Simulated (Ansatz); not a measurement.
# Residual resistivity of an alloy: Ru(0001) with 2 layers of random Ru-Mo, 2x2

Aim: the residual resistivity of a random alloy, from Ru(0001) with 2 layers of random Ru-Mo, 2x2 and longer regions.

Method: Ansatz plane-wave DFT, PBE, PAW files; ballistic transport by layer matching (Landauer), zero bias; PAW set soft_1, in Ansatz 0.2.0.

## Step 1: Starting point

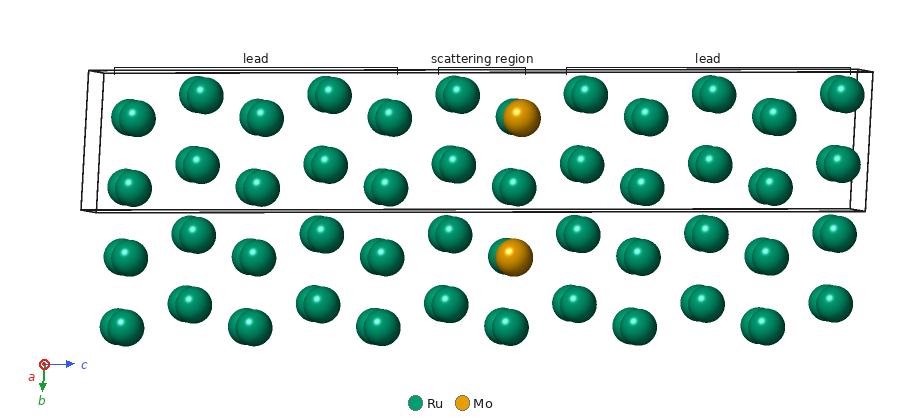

The cell as given, from the side, with the c axis across the page (ruthenium teal, molybdenum orange). 1×2×1 cells are drawn.

The cell holds 48 atoms: 47 Ru and 1 Mo. Its edges and angles: a = 5.412 Å, b = 5.412 Å, c = 25.691 Å, α = 90.0°, β = 90.0°, γ = 120.0°. It derives from Ru. Regions: lead, 40 atoms (40 Ru); scattering region, 8 atoms (7 Ru and 1 Mo). The structure is stacked along c, and the current runs across the ab planes.

## Step 2: With 2 alloy layers

In 2 layers a share of 0.125 of the sites is given to Mo at random. The layers about the cell's end stay perfect and serve as the lead. Energies from -0.05 to 0.05 eV in steps of 0.05 eV are too few for the program's thermal sum, so it prints no conductance; for a metal the transmission near the Fermi level serves, at a fraction of the cost.

input.yaml reads:

```yaml
crystal:
  lattice:
    - [5.4116, 0.0, 0.0]
    - [-2.7058, 4.6865830751, 0.0]
    - [0.0, 0.0, 25.6914]
  atoms:
    - { symbol: Ru, position: [0.1666666667, 0.3333333333, 0.0416666667] }
    - { symbol: Ru, position: [0.1666666667, 0.8333333333, 0.0416666667] }
    - { symbol: Ru, position: [0.6666666667, 0.3333333333, 0.0416666667] }
    - { symbol: Ru, position: [0.6666666667, 0.8333333333, 0.0416666667] }
    - { symbol: Ru, position: [0.3333333333, 0.1666666667, 0.125] }
    - { symbol: Ru, position: [0.3333333333, 0.6666666667, 0.125] }
    - { symbol: Ru, position: [0.8333333333, 0.1666666667, 0.125] }
    - { symbol: Ru, position: [0.8333333333, 0.6666666667, 0.125] }
    - { symbol: Ru, position: [0.1666666667, 0.3333333333, 0.2083333333] }
    - { symbol: Ru, position: [0.1666666667, 0.8333333333, 0.2083333333] }
    - { symbol: Ru, position: [0.6666666667, 0.3333333333, 0.2083333333] }
    - { symbol: Ru, position: [0.6666666667, 0.8333333333, 0.2083333333] }
    - { symbol: Ru, position: [0.3333333333, 0.1666666667, 0.2916666667] }
    - { symbol: Ru, position: [0.3333333333, 0.6666666667, 0.2916666667] }
    - { symbol: Ru, position: [0.8333333333, 0.1666666667, 0.2916666667] }
    - { symbol: Ru, position: [0.8333333333, 0.6666666667, 0.2916666667] }
    - { symbol: Ru, position: [0.1666666667, 0.3333333333, 0.375] }
    - { symbol: Ru, position: [0.1666666667, 0.8333333333, 0.375] }
    - { symbol: Ru, position: [0.6666666667, 0.3333333333, 0.375] }
    - { symbol: Ru, position: [0.6666666667, 0.8333333333, 0.375] }
    - { symbol: Ru, position: [0.3333333333, 0.1666666667, 0.4583333333] }
    - { symbol: Ru, position: [0.3333333333, 0.6666666667, 0.4583333333] }
    - { symbol: Ru, position: [0.8333333333, 0.1666666667, 0.4583333333] }
    - { symbol: Ru, position: [0.8333333333, 0.6666666667, 0.4583333333] }
    - { symbol: Ru, position: [0.1666666667, 0.3333333333, 0.5416666667] }
    - { symbol: Ru, position: [0.1666666667, 0.8333333333, 0.5416666667] }
    - { symbol: Mo, position: [0.6666666667, 0.3333333333, 0.5416666667] }
    - { symbol: Ru, position: [0.6666666667, 0.8333333333, 0.5416666667] }
    - { symbol: Ru, position: [0.3333333333, 0.1666666667, 0.625] }
    - { symbol: Ru, position: [0.3333333333, 0.6666666667, 0.625] }
    - { symbol: Ru, position: [0.8333333333, 0.1666666667, 0.625] }
    - { symbol: Ru, position: [0.8333333333, 0.6666666667, 0.625] }
    - { symbol: Ru, position: [0.1666666667, 0.3333333333, 0.7083333333] }
    - { symbol: Ru, position: [0.1666666667, 0.8333333333, 0.7083333333] }
    - { symbol: Ru, position: [0.6666666667, 0.3333333333, 0.7083333333] }
    - { symbol: Ru, position: [0.6666666667, 0.8333333333, 0.7083333333] }
    - { symbol: Ru, position: [0.3333333333, 0.1666666667, 0.7916666667] }
    - { symbol: Ru, position: [0.3333333333, 0.6666666667, 0.7916666667] }
    - { symbol: Ru, position: [0.8333333333, 0.1666666667, 0.7916666667] }
    - { symbol: Ru, position: [0.8333333333, 0.6666666667, 0.7916666667] }
    - { symbol: Ru, position: [0.1666666667, 0.3333333333, 0.875] }
    - { symbol: Ru, position: [0.1666666667, 0.8333333333, 0.875] }
    - { symbol: Ru, position: [0.6666666667, 0.3333333333, 0.875] }
    - { symbol: Ru, position: [0.6666666667, 0.8333333333, 0.875] }
    - { symbol: Ru, position: [0.3333333333, 0.1666666667, 0.9583333333] }
    - { symbol: Ru, position: [0.3333333333, 0.6666666667, 0.9583333333] }
    - { symbol: Ru, position: [0.8333333333, 0.1666666667, 0.9583333333] }
    - { symbol: Ru, position: [0.8333333333, 0.6666666667, 0.9583333333] }
kpoints:
  mp_grid: { grid: [5, 5, 1] }
hamiltonian:
  xc: pbe
  pseudopotentials: { kind: paw, azcp: { folder: soft_1 } }
scf:
  occupations: { method: fermi_dirac, width: 0.1 }
output:
  transmission:
    leads: [[0, 8]]
    kmesh: [10, 10]
    e_range: [-0.05, 0.05]
    de: 0.05
  write_potential: true
  write_density: true
  volumetric_format: npy
```

Launch:

```console
ansatz run input.yaml --threads 4 --pin off --max-ram 15360MiB --backend cpu --events-out ev --progress --plain --runs-dir out
```

Numbers of over 12 decimals in the logs are rounded to 6 here.

The log of the run:

```text
Engine: ansatz 0.2.0, x86_64-unknown-linux-gnu
Pseudopotentials: kind: paw
Pseudopotential: Ru, paw, valence charge 16, recommended cutoff 420 eV (normal), soft_1/Ru.paw.azcp
Pseudopotential: Mo, paw, valence charge 14, recommended cutoff 420 eV (normal), soft_1/Mo.paw.azcp
Functional definition: PBE
  parameter kappa = 0.804
  parameter beta = 0.066725
  exchange = pbe_x(kappa = kappa, mu = beta*pi^2/3)
  correlation = pbe_c(beta = beta)
Crystal: 48 atoms, lattice volume = 651.583 Å³
Basis set: ecut = 420 eV, 12691 PW (Γ)
Bands: 460, of which v1, the nominal top of the filled ones, is band 383 counted from 1 (382 counted from 0)
Symmetry: 12 space group operations
Space group: P-6m2 (ITA 187), of the structure as read, at distance tolerance 8.7e-5 Å
k-points: 5 of 25 (time reversal used)
Non-local potential: Ru, projectors of the file, l = 0: 3, l = 1: 2, l = 2: 2, l = 3: 1
Non-local potential: Mo, projectors of the file, l = 0: 3, l = 1: 2, l = 2: 2, l = 3: 1
PAW form: soft (Blöchl's): semilocal exchange-correlation on the pseudo side does not see the compensation charge
PAW one-centre angular grid: Ru, 590 points (default); XC on 64 Gauss nodes
PAW one-centre angular grid: Mo, 590 points (default); XC on 64 Gauss nodes
Initial density: superposition of atomic densities (chi_scale 0.1, normalization cell, long waves kept (reshape's long-wave potential 0.17 eV rms))
Initial wavefunctions: pseudopotential atomic-orbital guess
Functional: x = pbe(κ = 0.804, μ = 0.219515), c = pbe(β = 0.066725)
SCF iter   1: F=—  HF=-281287.853643 eV  |F-HF|=—  |Δ(HF+E_count)|=         —  Δρ=1.24e-1  dr2=2.83e2  ethr=3.10e-3  ⟨swp⟩=5.0  Hψ=7316  notcnv=0
preconditioner: auto → Kerker (q_TF=auto, 2.803 Å⁻¹)  [metal: Δε(μ)=0.019 eV  Ē_g=5.267 eV  σ=0.100 eV  W_gap=0.05  n_scr=268 (ndim 8)  ℏωp=28.4 eV  f_vac=0.000  D(μ)=38.51/eV (n_scr^D=380)]
SCF iter   2: F=—  HF=-281263.681692 eV  |F-HF|=—  |Δ(HF+E_count)|=    2.42e1  Δρ=6.07e-2  dr2=9.97e1  ethr=3.10e-3  ⟨swp⟩=2.0  Hψ=4165  notcnv=0  defer=17
SCF iter   3: F=—  HF=-281256.891471 eV  |F-HF|=—  |Δ(HF+E_count)|=    6.79e0  Δρ=8.38e-3  dr2=2.11e0  ethr=3.10e-3  ⟨swp⟩=2.4  Hψ=4641  notcnv=0  defer=18
SCF iter   4: F=—  HF=-281256.898358 eV  |F-HF|=—  |Δ(HF+E_count)|=   6.89e-3  Δρ=1.50e-3  dr2=8.54e-1  ethr=2.76e-4  ⟨swp⟩=1.2  Hψ=2492  notcnv=0  defer=17
SCF iter   5: F=—  HF=-281256.893944 eV  |F-HF|=—  |Δ(HF+E_count)|=   4.41e-3  Δρ=7.43e-4  dr2=2.00e-1  ethr=1.12e-4  ⟨swp⟩=1.0  Hψ=2276  notcnv=0  defer=17
SCF iter   6: F=—  HF=-281256.893266 eV  |F-HF|=—  |Δ(HF+E_count)|=   6.77e-4  Δρ=2.16e-4  dr2=1.30e-2  ethr=2.61e-5  ⟨swp⟩=1.0  Hψ=2276  notcnv=0  defer=17
SCF iter   7: F=—  HF=-281256.893216 eV  |F-HF|=—  |Δ(HF+E_count)|=   5.03e-5  Δρ=3.79e-5  dr2=1.89e-4  ethr=1.70e-6  ⟨swp⟩=1.0  Hψ=2276  notcnv=0  defer=17
SCF iter   8: F=—  HF=-281256.893188 eV  |F-HF|=—  |Δ(HF+E_count)|=   2.83e-5  Δρ=9.04e-6  dr2=6.52e-6  ethr=2.47e-8  ⟨swp⟩=1.0  Hψ=2276  notcnv=0  defer=17
SCF iter   9: F=—  HF=-281256.894546 eV  |F-HF|=—  |Δ(HF+E_count)|=   1.36e-3  Δρ=2.00e-6  dr2=5.48e-8  ethr=1.31e-11  ⟨swp⟩=6.6  Hψ=6562  notcnv=0
SCF iter  10: F=-281256.894546 eV  HF=-281256.894546 eV  |F-HF|=3.90e-9  |Δ(HF+E_count)|=   3.78e-9  Δρ=4.43e-7  dr2=4.27e-9  ethr=7.16e-12  ⟨swp⟩=1.0  Hψ=5314  notcnv=0
SCF 1 converged in 10 iterations: F = -281256.894546 eV  dr2 = 4.27e-9
  greatest PAW one-centre occupation: 1.000 electrons in one spin orbital (limit 2), on the Ru atom at site 25 (counted from 0), in its partial waves of l = 0
transmission: 68 of 672 steps passed
transmission: 137 of 672 steps passed
[...]
transmission: 672 of 672 steps passed
SCF converged after 10 iterations
Free energy (F): -281256.894546 eV
Harris-Foulkes:  -281256.894546 eV  (|F-HF|=3.90e-9)
Internal energy: -281255.386294 eV  (E = F + TS)
E sigma→0 (E₀):  -281256.140420 eV
Entropy (-TS):   -1.508253 eV (-31.422 meV/atom)
Fermi energy:    23.352143 eV
--- Per-component energies (eV) ---
  E_band       = -2640.647653
  E_kinetic    = 22069.715568
  E_local      = -60431.834723  (includes V_loc(G=0)·N_el)
  E_nonlocal   = 19535.079521
  E_hartree    = 20063.680868
  E_xc         = -8176.364163
  E_vxc        = -10337.691362  (∫ρ·V_xc dr)
  E_paw        = -167782.700679  (= ΣΔE_a)
  E_vpaw       = -13603.304310  (= ΣTr[D̂ρ^β])
  E_aug_tail   = 0.029423  (compensation charges beyond the density's cutoff)
  E_ewald      = -106532.992109
  E_smearing   = -1.508253  (= −TS)
  E_closure    = 0.000000  (closes the sum)
  Σ components = -281256.894546   (vs F -281256.894546, Δ=0.00e0)
--- Band table (eV; the first three rows and the last of 5) ---
  k-point 0: bands = [... 379 lower, 23.9628, 23.9726, 23.9726, 24.4035, 24.4035, 24.4251, 24.4251, 24.5315, ... 73 higher]
  k-point 1: bands = [... 379 lower, 23.5394, 23.5439, 23.5696, 23.5717, 23.8725, 23.9149, 24.0591, 24.0902, ... 73 higher]
  k-point 2: bands = [... 379 lower, 22.9999, 23.0607, 23.0738, 23.0774, 23.1322, 23.2025, 23.2766, 23.3961, ... 73 higher]
  k-point 4: bands = [... 379 lower, 22.9018, 22.9403, 23.0006, 23.0241, 23.1619, 23.1810, 23.1853, 23.2561, ... 73 higher]
--- Transmission ---
  basis      : 223 plane waves across, 48 finite elements along
  points     : 14, standing for a mesh of 10 x 10
  energies   : 3 from -0.050000 to 0.050000 eV about the Fermi level, 0.050000 eV apart; the leads are filled to 0.000000 eV, and channels, transmission and decay are at 0.000000 eV
  crystal 0  : Ru8, at the sites [0, 8], period 4.2819 Å, over 23.55 Å; its Hamiltonian steps by up to 9.2 meV
    offset         : up to 0.0000 Å between an atom of the period and one for which it stands
    channels       : 5.160000e0 a spin
    conductance    : none, the energies end too early or step too widely for 300 K: set another output.transmission.e_range or a lower de, or, where they end at an eighth of basis.ecutwfc, a higher one
  junction   : crystal 0 to crystal 0, 1.44 to 22.85 Å
    transmission   : 4.622907e0 a spin
    conductance    : none, the energies end too early or step too widely for 300 K: set another output.transmission.e_range or a lower de, or, where they end at an eighth of basis.ecutwfc, a higher one
```

Wall time 2.4 min (4 threads of AMD EPYC 7R13 (Zen 3), shared host); peak memory 5.6 GiB.

This step gave:

| Item | Value |
| --- | --- |
| free energy | -281256.8945 eV |
| energy at zero smearing | -281256.1404 eV |
| Fermi energy | 23.35 eV |
| cell area | 25.36 Å² |
| transmission per spin nearest the Fermi level | 4.623 |
| open channels per spin nearest the Fermi level | 5.16 |
| step of the lead's potential | 9.2 meV |

Per spin. The transmission, zone mean by energy, zero at the Fermi level:

```csv
energy (eV),"transmission, zone mean"
-0.0500,4.65
0.0000,4.62
0.0500,4.79
```

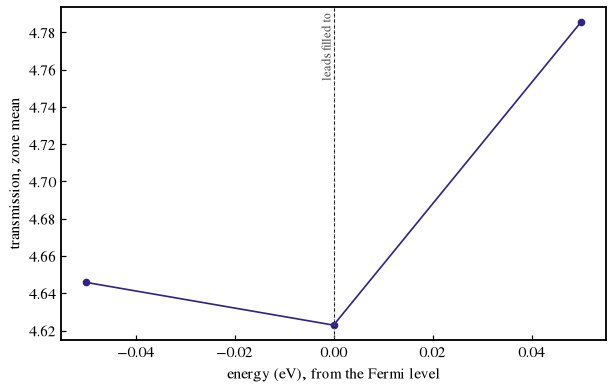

Transmission, zone mean against energy.

Per spin. Table of open channels, zone mean, lead by energy, zero at the Fermi level:

```csv
energy (eV),"open channels, zone mean, lead"
-0.0500,5.16
0.0000,5.16
0.0500,5.64
```

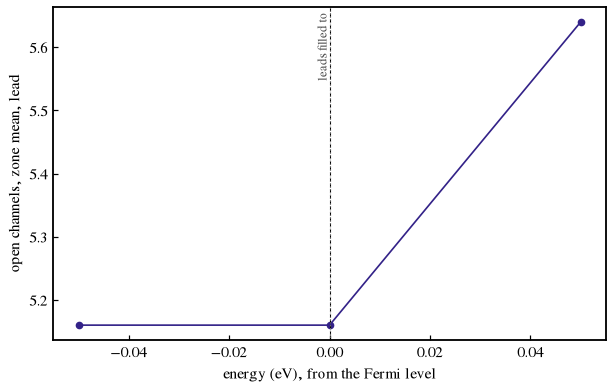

Open channels, zone mean, lead, plotted against energy.

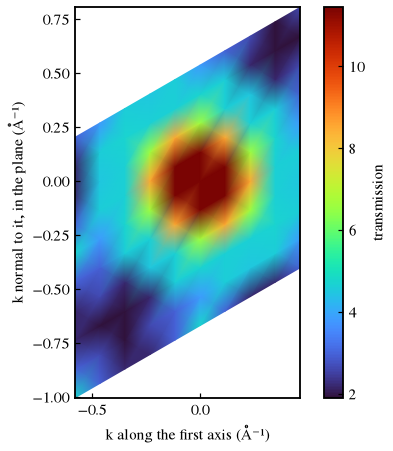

Transmission over k1 and k2. At 0.0000 eV from the Fermi level.

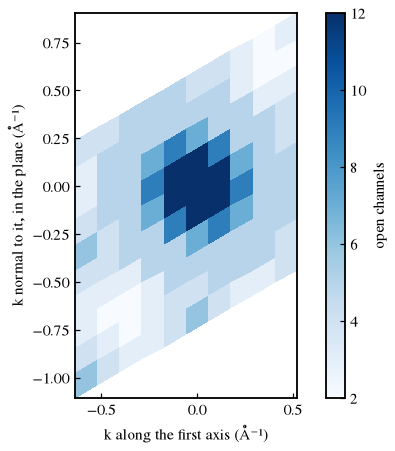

Open channels over k1 and k2. At 0.0000 eV from the Fermi level.

Over the solved energies the transmission per spin lies between 4.62 and 4.79, out of 5.32 channels of the lead on average (up to 5.64).

[end of part 1 of 2]

[Logs are printed without paths, hosts, clocks, repeated set-up lines and the standing remarks that a program may print on its own settings, such as how far it seeks lower states.]

[Hosts, paths, dates, database ids (printed as entryN), source tags and the programs' standing remarks are cut or masked in the printed files.]
